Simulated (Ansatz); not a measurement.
**Si128C127 (charge +2): single-point calculation (part 3 of 3)**

Continued. System: Si128C127 (defect cell, 255 atoms in the cell, total charge +2). Method: DFT, HSE06, PAW, plane waves (Ansatz 0.2.0); cutoff 420 eV, 1×1×1 k-mesh, Fermi–Dirac smearing of 0.01 eV. 

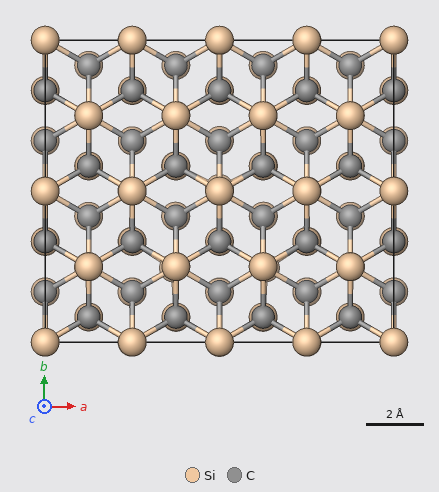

*The structure as given in the input (ball-and-stick view of the cell of the calculation, along the c axis).*

## Input file
```yaml
crystal:
  lattice:
    - [12.312272, 0.000000, 0.000000]
    - [0.000000, 10.662740, 0.000000]
    - [0.000000, 0.000000, 20.151893]
  atoms:
    - { symbol: Si, position: [0.999911, 0.000162, 0.249577] }
    - { symbol: Si, position: [0.999918, 0.000210, 0.750193] }
    - { symbol: Si, position: [0.249810, 0.999819, 0.249524] }
    - { symbol: Si, position: [0.249916, 0.999960, 0.750167] }
    - { symbol: Si, position: [0.124652, 0.250332, 0.249533] }
    - { symbol: Si, position: [0.124798, 0.250386, 0.750160] }
    - { symbol: Si, position: [0.999907, 0.500402, 0.249511] }
    - { symbol: Si, position: [0.999913, 0.500380, 0.750233] }
    - { symbol: Si, position: [0.499908, 0.999545, 0.249353] }
    - { symbol: Si, position: [0.499925, 0.999854, 0.750286] }
    - { symbol: Si, position: [0.374987, 0.250195, 0.248664] }
    - { symbol: Si, position: [0.374963, 0.250173, 0.750313] }
    - { symbol: Si, position: [0.249418, 0.500453, 0.249355] }
    - { symbol: Si, position: [0.249706, 0.500301, 0.750278] }
    - { symbol: Si, position: [0.124767, 0.750260, 0.249535] }
    - { symbol: Si, position: [0.124824, 0.750259, 0.750214] }
    - { symbol: Si, position: [0.750030, 0.999826, 0.249525] }
    - { symbol: Si, position: [0.749913, 0.999980, 0.750151] }
    - { symbol: Si, position: [0.624866, 0.250203, 0.248651] }
    - { symbol: Si, position: [0.624890, 0.250170, 0.750310] }
    - { symbol: Si, position: [0.499928, 0.499949, 0.248631] }
    - { symbol: Si, position: [0.499919, 0.500001, 0.750326] }
    - { symbol: Si, position: [0.374639, 0.750133, 0.249484] }
    - { symbol: Si, position: [0.374730, 0.750003, 0.750206] }
    - { symbol: Si, position: [0.875189, 0.250356, 0.249526] }
    - { symbol: Si, position: [0.875012, 0.250363, 0.750149] }
    - { symbol: Si, position: [0.750390, 0.500471, 0.249352] }
    - { symbol: Si, position: [0.750139, 0.500279, 0.750279] }
    - { symbol: Si, position: [0.625205, 0.750145, 0.249489] }
    - { symbol: Si, position: [0.625110, 0.749993, 0.750205] }
    - { symbol: Si, position: [0.875057, 0.750265, 0.249533] }
    - { symbol: Si, position: [0.875023, 0.750267, 0.750210] }
    - { symbol: Si, position: [0.999905, 0.166749, 0.124712] }
    - { symbol: Si, position: [0.999888, 0.166604, 0.625302] }
    - { symbol: Si, position: [0.249874, 0.166816, 0.124646] }
    - { symbol: Si, position: [0.248794, 0.166120, 0.625289] }
    - { symbol: Si, position: [0.124805, 0.416844, 0.124650] }
    - { symbol: Si, position: [0.124507, 0.417104, 0.625379] }
    - { symbol: Si, position: [0.999894, 0.666877, 0.124660] }
    - { symbol: Si, position: [0.999900, 0.667027, 0.625271] }
    - { symbol: Si, position: [0.499894, 0.166681, 0.124497] }
    - { symbol: Si, position: [0.499935, 0.165574, 0.625641] }
    - { symbol: Si, position: [0.374766, 0.416885, 0.124489] }
    - { symbol: Si, position: [0.373878, 0.417469, 0.625640] }
    - { symbol: Si, position: [0.249785, 0.666895, 0.124649] }
    - { symbol: Si, position: [0.249446, 0.667088, 0.625394] }
    - { symbol: Si, position: [0.124830, 0.916819, 0.124697] }
    - { symbol: Si, position: [0.124618, 0.916708, 0.625277] }
    - { symbol: Si, position: [0.749913, 0.166811, 0.124634] }
    - { symbol: Si, position: [0.750950, 0.166154, 0.625248] }
    - { symbol: Si, position: [0.625029, 0.416892, 0.124487] }
    - { symbol: Si, position: [0.625920, 0.417432, 0.625650] }
    - { symbol: Si, position: [0.499903, 0.666794, 0.124611] }
    - { symbol: Si, position: [0.499908, 0.668037, 0.625343] }
    - { symbol: Si, position: [0.374851, 0.916770, 0.124663] }
    - { symbol: Si, position: [0.374773, 0.916562, 0.625425] }
    - { symbol: Si, position: [0.874987, 0.416849, 0.124645] }
    - { symbol: Si, position: [0.875292, 0.417077, 0.625381] }
    - { symbol: Si, position: [0.750005, 0.666896, 0.124647] }
    - { symbol: Si, position: [0.750358, 0.667086, 0.625400] }
    - { symbol: Si, position: [0.624943, 0.916771, 0.124659] }
    - { symbol: Si, position: [0.625050, 0.916555, 0.625411] }
    - { symbol: Si, position: [0.874956, 0.916821, 0.124695] }
    - { symbol: Si, position: [0.875172, 0.916738, 0.625278] }
    - { symbol: Si, position: [0.124769, 0.083407, 0.374635] }
    - { symbol: Si, position: [0.124914, 0.083472, 0.875042] }
    - { symbol: Si, position: [0.999913, 0.333860, 0.374561] }
    - { symbol: Si, position: [0.999926, 0.333489, 0.875019] }
    - { symbol: Si, position: [0.374916, 0.082022, 0.374307] }
    - { symbol: Si, position: [0.374924, 0.083466, 0.875070] }
    - { symbol: Si, position: [0.248822, 0.334256, 0.374305] }
    - { symbol: Si, position: [0.249900, 0.333505, 0.875074] }
    - { symbol: Si, position: [0.124516, 0.583911, 0.374665] }
    - { symbol: Si, position: [0.124914, 0.583548, 0.875063] }
    - { symbol: Si, position: [0.999928, 0.833645, 0.374714] }
    - { symbol: Si, position: [0.999945, 0.833529, 0.875063] }
    - { symbol: Si, position: [0.624954, 0.082024, 0.374304] }
    - { symbol: Si, position: [0.624954, 0.083473, 0.875066] }
    - { symbol: Si, position: [0.499970, 0.333424, 0.368666] }
    - { symbol: Si, position: [0.499946, 0.333487, 0.875097] }
    - { symbol: Si, position: [0.373781, 0.583988, 0.374285] }
    - { symbol: Si, position: [0.374908, 0.583502, 0.875077] }
    - { symbol: Si, position: [0.249693, 0.833318, 0.374551] }
    - { symbol: Si, position: [0.249937, 0.833506, 0.875030] }
    - { symbol: Si, position: [0.875100, 0.083427, 0.374635] }
    - { symbol: Si, position: [0.874958, 0.083471, 0.875039] }
    - { symbol: Si, position: [0.751052, 0.334281, 0.374316] }
    - { symbol: Si, position: [0.749984, 0.333497, 0.875067] }
    - { symbol: Si, position: [0.626067, 0.584009, 0.374295] }
    - { symbol: Si, position: [0.624962, 0.583495, 0.875077] }
    - { symbol: Si, position: [0.499935, 0.832961, 0.374584] }
    - { symbol: Si, position: [0.499937, 0.833477, 0.875064] }
    - { symbol: Si, position: [0.875325, 0.583943, 0.374666] }
    - { symbol: Si, position: [0.874966, 0.583551, 0.875062] }
    - { symbol: Si, position: [0.750174, 0.833356, 0.374556] }
    - { symbol: Si, position: [0.749946, 0.833506, 0.875027] }
    - { symbol: Si, position: [0.999917, 0.999840, 0.500033] }
    - { symbol: Si, position: [0.999917, 0.000150, 0.999825] }
    - { symbol: Si, position: [0.248997, 0.999665, 0.500277] }
    - { symbol: Si, position: [0.249899, 0.000199, 0.999838] }
    - { symbol: Si, position: [0.124045, 0.249233, 0.500282] }
    - { symbol: Si, position: [0.124915, 0.250098, 0.999832] }
    - { symbol: Si, position: [0.999919, 0.500677, 0.500122] }
    - { symbol: Si, position: [0.999922, 0.500167, 0.999792] }
    - { symbol: Si, position: [0.499951, 0.998946, 0.500551] }
    - { symbol: Si, position: [0.499917, 0.000163, 0.999807] }
    - { symbol: Si, position: [0.367887, 0.245559, 0.501774] }
    - { symbol: Si, position: [0.374891, 0.250153, 0.999793] }
    - { symbol: Si, position: [0.248703, 0.500936, 0.500544] }
    - { symbol: Si, position: [0.249882, 0.500179, 0.999800] }
    - { symbol: Si, position: [0.124624, 0.750411, 0.500086] }
    - { symbol: Si, position: [0.124907, 0.750200, 0.999810] }
    - { symbol: Si, position: [0.750914, 0.999706, 0.500268] }
    - { symbol: Si, position: [0.749935, 0.000192, 0.999833] }
    - { symbol: Si, position: [0.631739, 0.245657, 0.501670] }
    - { symbol: Si, position: [0.624947, 0.250150, 0.999788] }
    - { symbol: Si, position: [0.499886, 0.509304, 0.501755] }
    - { symbol: Si, position: [0.499918, 0.500195, 0.999789] }
    - { symbol: Si, position: [0.375047, 0.751051, 0.500315] }
    - { symbol: Si, position: [0.374930, 0.750178, 0.999820] }
    - { symbol: Si, position: [0.875848, 0.249311, 0.500258] }
    - { symbol: Si, position: [0.874917, 0.250099, 0.999830] }
    - { symbol: Si, position: [0.751098, 0.500916, 0.500553] }
    - { symbol: Si, position: [0.749957, 0.500182, 0.999796] }
    - { symbol: Si, position: [0.624832, 0.751095, 0.500304] }
    - { symbol: Si, position: [0.624904, 0.750178, 0.999821] }
    - { symbol: Si, position: [0.875243, 0.750410, 0.500099] }
    - { symbol: Si, position: [0.874935, 0.750202, 0.999807] }
    - { symbol: C, position: [0.999908, 0.000176, 0.093645] }
    - { symbol: C, position: [0.999919, 0.000321, 0.593535] }
    - { symbol: C, position: [0.249923, 0.000197, 0.093724] }
    - { symbol: C, position: [0.250139, 0.000164, 0.593523] }
    - { symbol: C, position: [0.124939, 0.250125, 0.093718] }
    - { symbol: C, position: [0.125017, 0.250398, 0.593526] }
    - { symbol: C, position: [0.999910, 0.500178, 0.093604] }
    - { symbol: C, position: [0.999910, 0.500335, 0.593586] }
    - { symbol: C, position: [0.499906, 0.000109, 0.093688] }
    - { symbol: C, position: [0.499917, 0.999818, 0.593659] }
    - { symbol: C, position: [0.374920, 0.250151, 0.093734] }
    - { symbol: C, position: [0.376156, 0.250971, 0.593396] }
    - { symbol: C, position: [0.249883, 0.500170, 0.093663] }
    - { symbol: C, position: [0.249754, 0.500275, 0.593675] }
    - { symbol: C, position: [0.124909, 0.750206, 0.093613] }
    - { symbol: C, position: [0.124934, 0.750300, 0.593562] }
    - { symbol: C, position: [0.749885, 0.000195, 0.093715] }
    - { symbol: C, position: [0.749702, 0.000170, 0.593516] }
    - { symbol: C, position: [0.624891, 0.250154, 0.093727] }
    - { symbol: C, position: [0.623667, 0.250978, 0.593370] }
    - { symbol: C, position: [0.499908, 0.500117, 0.093725] }
    - { symbol: C, position: [0.499904, 0.498411, 0.593390] }
    - { symbol: C, position: [0.374931, 0.750110, 0.093711] }
    - { symbol: C, position: [0.374886, 0.749792, 0.593547] }
    - { symbol: C, position: [0.874886, 0.250129, 0.093716] }
    - { symbol: C, position: [0.874816, 0.250399, 0.593514] }
    - { symbol: C, position: [0.749936, 0.500175, 0.093657] }
    - { symbol: C, position: [0.750078, 0.500273, 0.593683] }
    - { symbol: C, position: [0.624885, 0.750107, 0.093706] }
    - { symbol: C, position: [0.624950, 0.749786, 0.593541] }
    - { symbol: C, position: [0.874906, 0.750207, 0.093613] }
    - { symbol: C, position: [0.874896, 0.750322, 0.593577] }
    - { symbol: C, position: [0.999919, 0.000280, 0.343561] }
    - { symbol: C, position: [0.999927, 0.000190, 0.843656] }
    - { symbol: C, position: [0.249938, 0.000118, 0.343595] }
    - { symbol: C, position: [0.249963, 0.000249, 0.843615] }
    - { symbol: C, position: [0.124890, 0.250177, 0.343600] }
    - { symbol: C, position: [0.124998, 0.250121, 0.843615] }
    - { symbol: C, position: [0.999901, 0.500279, 0.343519] }
    - { symbol: C, position: [0.999922, 0.500167, 0.843692] }
    - { symbol: C, position: [0.499919, 0.999758, 0.343519] }
    - { symbol: C, position: [0.499926, 0.000183, 0.843673] }
    - { symbol: C, position: [0.374593, 0.249888, 0.344510] }
    - { symbol: C, position: [0.374957, 0.250170, 0.843661] }
    - { symbol: C, position: [0.249675, 0.500269, 0.343487] }
    - { symbol: C, position: [0.249959, 0.500144, 0.843684] }
    - { symbol: C, position: [0.124868, 0.750281, 0.343531] }
    - { symbol: C, position: [0.124948, 0.750204, 0.843681] }
    - { symbol: C, position: [0.749903, 0.000137, 0.343586] }
    - { symbol: C, position: [0.749887, 0.000257, 0.843605] }
    - { symbol: C, position: [0.625277, 0.249890, 0.344468] }
    - { symbol: C, position: [0.624903, 0.250173, 0.843661] }
    - { symbol: C, position: [0.499919, 0.500515, 0.344479] }
    - { symbol: C, position: [0.499924, 0.500122, 0.843671] }
    - { symbol: C, position: [0.374897, 0.750017, 0.343563] }
    - { symbol: C, position: [0.375001, 0.750109, 0.843635] }
    - { symbol: C, position: [0.874937, 0.250179, 0.343588] }
    - { symbol: C, position: [0.874852, 0.250108, 0.843601] }
    - { symbol: C, position: [0.750148, 0.500298, 0.343488] }
    - { symbol: C, position: [0.749890, 0.500138, 0.843687] }
    - { symbol: C, position: [0.624942, 0.750030, 0.343569] }
    - { symbol: C, position: [0.624853, 0.750106, 0.843635] }
    - { symbol: C, position: [0.874952, 0.750313, 0.343521] }
    - { symbol: C, position: [0.874913, 0.750208, 0.843679] }
    - { symbol: C, position: [0.999909, 0.166817, 0.218948] }
    - { symbol: C, position: [0.999906, 0.166925, 0.718923] }
    - { symbol: C, position: [0.249919, 0.166808, 0.219235] }
    - { symbol: C, position: [0.250194, 0.167001, 0.718793] }
    - { symbol: C, position: [0.124833, 0.416826, 0.218890] }
    - { symbol: C, position: [0.124892, 0.416920, 0.718983] }
    - { symbol: C, position: [0.999901, 0.666910, 0.218864] }
    - { symbol: C, position: [0.999913, 0.666941, 0.718981] }
    - { symbol: C, position: [0.499907, 0.166661, 0.219064] }
    - { symbol: C, position: [0.499915, 0.166780, 0.718920] }
    - { symbol: C, position: [0.374796, 0.416853, 0.219047] }
    - { symbol: C, position: [0.374926, 0.416782, 0.718927] }
    - { symbol: C, position: [0.249839, 0.666870, 0.218889] }
    - { symbol: C, position: [0.249858, 0.666822, 0.718991] }
    - { symbol: C, position: [0.124885, 0.916900, 0.218922] }
    - { symbol: C, position: [0.124940, 0.916943, 0.718943] }
    - { symbol: C, position: [0.749918, 0.166825, 0.219222] }
    - { symbol: C, position: [0.749611, 0.166994, 0.718765] }
    - { symbol: C, position: [0.625011, 0.416856, 0.219036] }
    - { symbol: C, position: [0.624889, 0.416778, 0.718931] }
    - { symbol: C, position: [0.499911, 0.666741, 0.219205] }
    - { symbol: C, position: [0.499909, 0.666375, 0.718819] }
    - { symbol: C, position: [0.374888, 0.916714, 0.218928] }
    - { symbol: C, position: [0.374961, 0.916662, 0.718968] }
    - { symbol: C, position: [0.874960, 0.416842, 0.218887] }
    - { symbol: C, position: [0.874925, 0.416904, 0.718982] }
    - { symbol: C, position: [0.749961, 0.666880, 0.218884] }
    - { symbol: C, position: [0.749966, 0.666806, 0.718995] }
    - { symbol: C, position: [0.624920, 0.916729, 0.218927] }
    - { symbol: C, position: [0.624857, 0.916648, 0.718960] }
    - { symbol: C, position: [0.874917, 0.916900, 0.218912] }
    - { symbol: C, position: [0.874875, 0.916948, 0.718941] }
    - { symbol: C, position: [0.125111, 0.083469, 0.468808] }
    - { symbol: C, position: [0.124947, 0.083489, 0.968976] }
    - { symbol: C, position: [0.999850, 0.333969, 0.468738] }
    - { symbol: C, position: [0.999930, 0.333433, 0.968980] }
    - { symbol: C, position: [0.376271, 0.083941, 0.468499] }
    - { symbol: C, position: [0.374937, 0.083518, 0.968997] }
    - { symbol: C, position: [0.250816, 0.334615, 0.468496] }
    - { symbol: C, position: [0.249934, 0.333480, 0.968999] }
    - { symbol: C, position: [0.124946, 0.583723, 0.468815] }
    - { symbol: C, position: [0.124948, 0.583509, 0.968977] }
    - { symbol: C, position: [0.999932, 0.833615, 0.468821] }
    - { symbol: C, position: [0.999931, 0.833518, 0.968976] }
    - { symbol: C, position: [0.623617, 0.083941, 0.468489] }
    - { symbol: C, position: [0.624918, 0.083516, 0.968993] }
    - { symbol: C, position: [0.499927, 0.333498, 0.969018] }
    - { symbol: C, position: [0.374610, 0.581799, 0.468476] }
    - { symbol: C, position: [0.374943, 0.583499, 0.968998] }
    - { symbol: C, position: [0.250374, 0.833249, 0.468724] }
    - { symbol: C, position: [0.249982, 0.833548, 0.968986] }
    - { symbol: C, position: [0.874751, 0.083556, 0.468803] }
    - { symbol: C, position: [0.874907, 0.083488, 0.968972] }
    - { symbol: C, position: [0.749013, 0.334573, 0.468508] }
    - { symbol: C, position: [0.749921, 0.333481, 0.968996] }
    - { symbol: C, position: [0.625162, 0.581859, 0.468493] }
    - { symbol: C, position: [0.624913, 0.583498, 0.968999] }
    - { symbol: C, position: [0.499932, 0.833138, 0.468805] }
    - { symbol: C, position: [0.499928, 0.833511, 0.968991] }
    - { symbol: C, position: [0.874866, 0.583767, 0.468818] }
    - { symbol: C, position: [0.874917, 0.583509, 0.968978] }
    - { symbol: C, position: [0.749501, 0.833365, 0.468728] }
    - { symbol: C, position: [0.749877, 0.833541, 0.968982] }
  symmetry: { detect: false }
kpoints:
  mp_grid: { grid: [1, 1, 1], shift: [0.25, 0.25, 0.25] }
hamiltonian:
  xc: hse06
total_charge: 2
scf:
  occupations: { method: fermi_dirac, width: 0.01 }
output:
  forces: true
  eigenvalues: true
  populations: true
  charged_corrections: { epsilon: 9.7 }
  eigenstates: { kpoints: [[0.25, 0.25, 0.25]], e_range: [-6.0, 6.0], localisation: true }
```

Launch command:
```bash
ansatz run in.yaml --threads 32 --pin off --max-ram 171000MiB --runs-dir r --events-out ev --progress --plain --backend cuda --devices 0,
```

## Results in brief

| quantity | value |
| --- | --- |
| outcome | converged |
| electrons treated | 1018 |
| free energy | −113403.5015 eV |
| Fermi energy | 10.109 eV |
| largest force (length of the vector) | 0.240 eV/Å |
| hardware | 1 × NVIDIA GB300 Max-Q, 32 threads of Arm Neoverse-V2, 180 GiB of memory available, shared host |
| wall time | 2.6 min (CPU time 20 min) |
| peak memory | 13 GiB |

## Notes

The k-point mesh is coarse for a cell of this size, so the results may not be converged.
